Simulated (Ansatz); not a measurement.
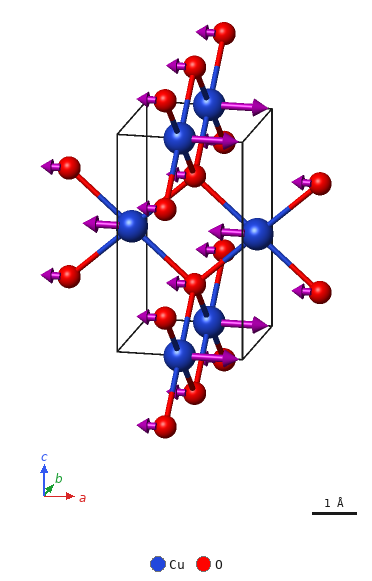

One vibrational mode of solid CuO at the zone centre. The purple arrows are the displacements of the atoms (eigenvector over the root of the mass), of arbitrary overall length and sign. Style: ball-and-stick. Shown: the cell of the calculation, slightly off an axis.

All numbers below come from DFT PBE, scalar-relativistic, plane waves, PAW in Ansatz. Settings: plane-wave cutoff 420 eV; k-point mesh 16 × 16 × 10; occupations fermi dirac; smearing width 0.15 eV; no spin polarisation.

The frequencies depend somewhat on the k-mesh and the smearing.

> Give the symmetry, activity and frequency of this mode.

This is the E_u mode (doubly degenerate; one member of the set is drawn) at 5.12 THz, the lowest optical level, infrared-active by symmetry. All motion is along a; it mainly bends the Cu–O bonds; the kinetic energy is shared as Cu 95 %, O 5 %. The crystal is a metal, so free carriers screen the infrared response.
